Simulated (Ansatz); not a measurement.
## Electronic structure of Si in real space

The calculation's input:

```
crystal:
  lattice:
    - [7.2164786362, 0.0, 0.0]
    - [-3.6082393181, 6.2496538248, 0.0]
    - [0.0, 0.0, 3.7821803547]
  atoms:
    - { symbol: Si, position: [0.2851108176, 0.0380050162, 0.7548157257] }
    - { symbol: Si, position: [0.9619949838, 0.2471058014, 0.4214823924] }
    - { symbol: Si, position: [0.7528941986, 0.7148891824, 0.088149059] }
    - { symbol: Si, position: [0.9619949838, 0.7148891824, 0.5785176076] }
    - { symbol: Si, position: [0.7528941986, 0.0380050162, 0.911850941] }
    - { symbol: Si, position: [0.2851108176, 0.2471058014, 0.2451842743] }
    - { symbol: Si, position: [0.239317383, 0.760682617, 0.1666666667] }
    - { symbol: Si, position: [0.239317383, 0.478634766, 0.8333333333] }
    - { symbol: Si, position: [0.521365234, 0.760682617, 0.5] }
basis:
  ecutwfc: 420
kpoints:
  mp_grid: { grid: [6, 6, 10] }
hamiltonian:
  xc: pbe
scf:
  occupations: { method: gaussian, width: 0.1 }
output:
  forces: true
  stress: true
  eigenvalues: true
  write_density: true
  write_potential: true
  elf: true
  volumetric_format: npy
relax:
  adjacent_minimum: "off"
  f_tol: 0.01
  max_steps: 80
  cell: { stress_tol: 0.05 }
```

Command:

```sh
ansatz run input.yaml --threads 1 --pin off --max-ram 2560MiB --backend cpu --events-out ev --progress --plain --runs-dir out
```

Below, planes, directions and counts refer to the conventional cell (a = 7.30 Å, b = 7.30 Å, c = 3.56 Å, α = 90.00°, β = 90.00°, γ = 120.00°).

The fields are those of the relaxed geometry.

Space group P3₂12; a structure generated by program, which may or may not match a known phase.

The calculation used DFT PBE, scalar-relativistic, plane waves, PAW (Ansatz).

The density is the valence pseudo-density of a PAW calculation; it isn't the true density close to the nuclei.

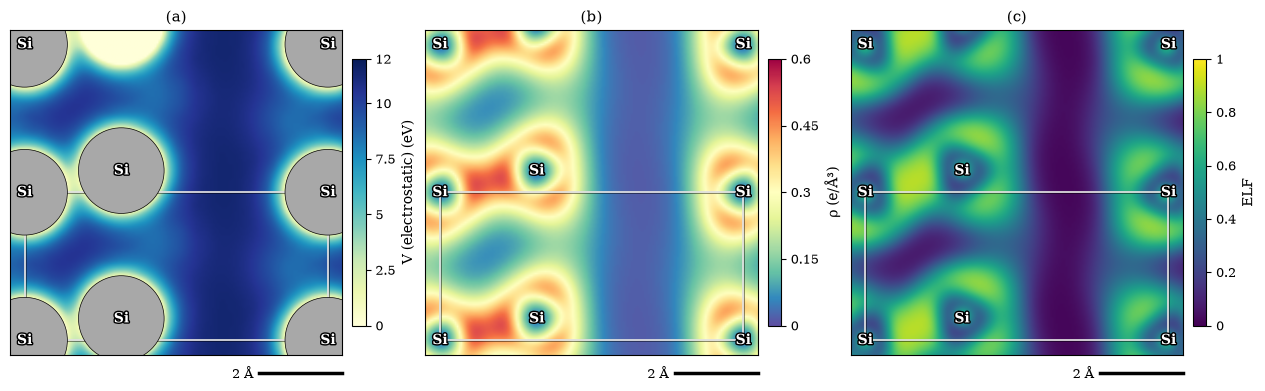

Figure 1. (a) electrostatic potential energy of an electron; (b) valence charge density (pseudo); (c) ELF on the (010) plane of the conventional cell. Grey discs cover the atomic cores in the potential map.

**What do the fields say about this system?**

Atoms in the plane: Si. Si–Si (2.39 Å): the density is about 0.5 e/Å³ at the midpoint; the ELF peaks at about 0.90 between the atoms. Between the atoms the lowest density in this plane is 0.02 e/Å³. Outside the cores the potential energy rises away from the atoms and is highest about 2.5 Å from the nearest atoms; its zero is arbitrary.

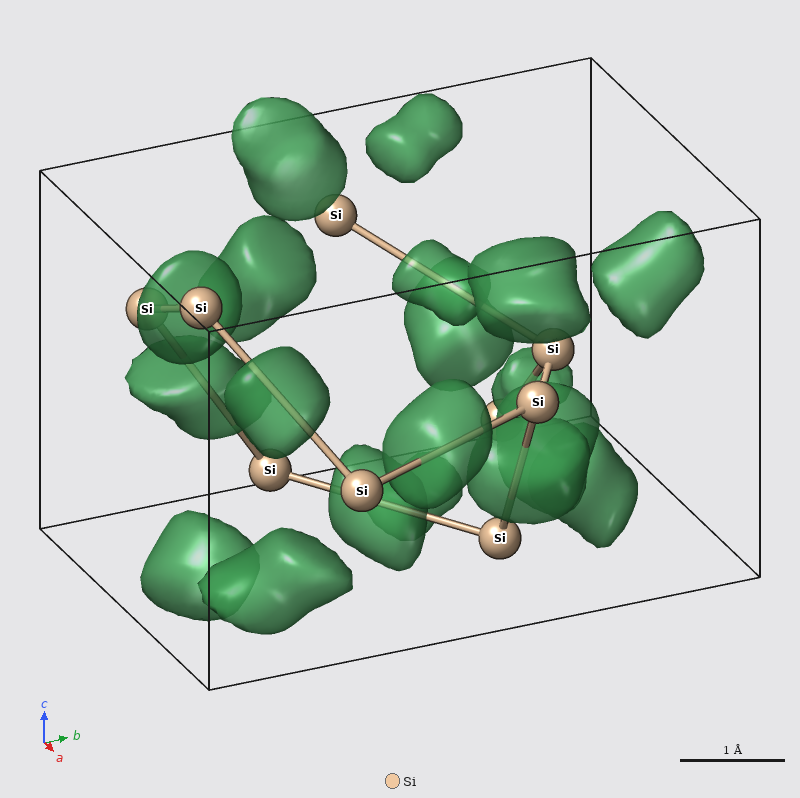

Figure 2. Isosurface of the electron localisation function at 0.8 (green), seen slightly off an axis. Core shells and regions of very low density are left out. Sticks mark near contacts.

**Identify the bonds, lone pairs and shells in this picture.**

The surface consists of 18 regions between bonded Si–Si atoms, counted in one cell of 9 atoms. Regions shared between cells count once. Along the contacts the grid gives the following. Si–Si (2.36 Å): the ELF peaks at about 0.90 between the atoms. Si–Si (2.44 Å): the ELF peaks at about 0.90 between the atoms.

**Does the calculation give a band gap?**

It is metallic or semimetallic at this level of theory: no gap opens.
